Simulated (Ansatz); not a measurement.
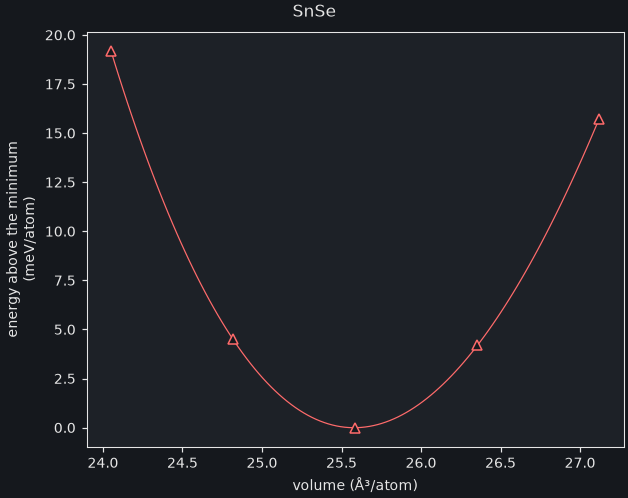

Computed with Ansatz 0.2.0: third-order Birch-Murnaghan fit to density functional energies at scaled volumes of the given relaxed cell, shape and atoms relaxed at each volume; energies count from the fitted minimum; plane waves with PAW datasets, Γ-centred k mesh. Level: LDA, no spin polarisation.

wave cutoff 420 eV; k mesh 8×8×8; occupations Gaussian; smearing width 0.02 eV.

Cell as given: a = 4.167 Å, b = 4.167 Å, c = 4.167 Å, α = 60.00°, β = 60.00°, γ = 60.00°; 2 atoms.

Caption: Energy above the minimum against volume for SnSe, space group Fm-3m (No. 225).

A third-order Birch–Murnaghan fit gives V0 = 25.58 Å³/atom, B0 = 60.3 GPa and B′ = 4.4. The energy above the minimum is 19.2 meV/atom at volume 24.050 Å³/atom and 15.7 meV/atom at 27.120 Å³/atom; the lowest computed point is at volume 25.585 Å³/atom (0.0 meV/atom), and no other minimum shows.

Limits of the calculation: a crossing between the sampled k points may be missed.
